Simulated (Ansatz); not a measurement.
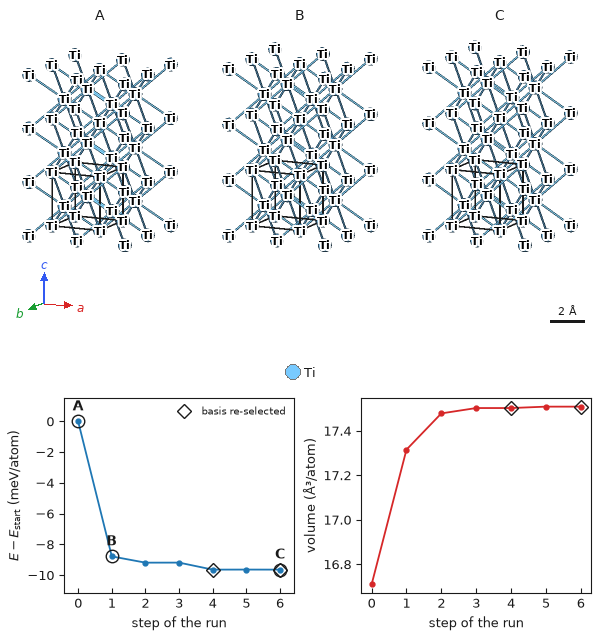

Frames of a relaxation of crystalline Ti (set up in I4/mmm), marked on the history of the run. A ball-and-stick model of the cell of the calculation, repeated 2 × 2 × 3 with one cell outlined, seen from a free direction.

Case: biaxial strain in the a-b plane of -2.0 %; c and atoms relaxed.

Computed with Ansatz, DFT r2SCAN, scalar-relativistic, plane waves, PAW.

Input
```yaml
crystal:
  lattice:
    - [3.1867539495, 0.0, 0.0]
    - [0.0, 3.1867539495, 0.0]
    - [0.0, 0.0, 3.2908112214]
  atoms:
    - { symbol: Ti, position: [0.0, 0.0, 0.0] }
    - { symbol: Ti, position: [0.5, 0.5, 0.5] }
basis:
  ecutwfc: 500
kpoints:
  mp_grid: { grid: [16, 16, 16] }
hamiltonian:
  xc: r2scan
scf:
  occupations: { method: gaussian, width: 0.1 }
output:
  forces: true
  stress: true
  eigenvalues: true
relax:
  adjacent_minimum: "off"
  f_tol: 0.008
  max_steps: 40
  cell: { stress_tol: 0.015, fix: [a, b, gamma] }
```

Launched with:
```bash
ansatz run input.yaml --threads 1 --pin off --max-ram 2560MiB --backend cpu --events-out ev --progress --plain --runs-dir out
```

Describe the path.

The atoms keep their places relative to the cell (all moves are under 0.005 Å). The drawn cell changes as follows: a = b unchanged at 3.187 Å, c 3.291 → 3.448 Å (+4.8 %); the volume changes by +4.8 %. Near-neighbour distances that change, for instance: Ti1–Ti2 2.790 → 2.837 Å. The space group stays I4/mmm (No. 139). Over 4 accepted moves (6 points after the start) the energy falls by 9.6 meV per atom. All forces vanish by symmetry, so only the cell relaxes. The pressure goes from 3.38 to −1.72 GPa. At 2 points the geometry stayed and the basis and grid were re-selected for the new cell (energy shift of 0.5 meV per atom at most each time). Cost: 5.6 min on 1 thread of Intel(R) Xeon(R) Processor @ 2.50GHz (Skylake/Cascade Lake), on a shared host, peak memory 0.63 GiB. From step 0 to 1: volume +3.6 %, energy −8.8 meV per atom. From step 1 to 6: volume +1.1 %, energy −0.9 meV per atom.

```json
{"step": "0", "E − E(0), meV/atom": "0.00", "pressure, GPa": "3.38", "volume, Å³/atom": "16.710", "note": ""}
{"step": "1", "E − E(0), meV/atom": "-8.78", "pressure, GPa": "-0.60", "volume, Å³/atom": "17.316", "note": ""}
{"step": "2", "E − E(0), meV/atom": "-9.18", "pressure, GPa": "-1.56", "volume, Å³/atom": "17.479", "note": ""}
{"step": "3", "E − E(0), meV/atom": "-9.18", "pressure, GPa": "-1.70", "volume, Å³/atom": "17.503", "note": ""}
{"step": "4", "E − E(0), meV/atom": "-9.64", "pressure, GPa": "-1.68", "volume, Å³/atom": "17.503", "note": "same geometry, new basis"}
{"step": "5", "E − E(0), meV/atom": "-9.63", "pressure, GPa": "-1.72", "volume, Å³/atom": "17.509", "note": ""}
{"step": "6", "E − E(0), meV/atom": "-9.64", "pressure, GPa": "-1.72", "volume, Å³/atom": "17.509", "note": "same geometry, new basis"}
```
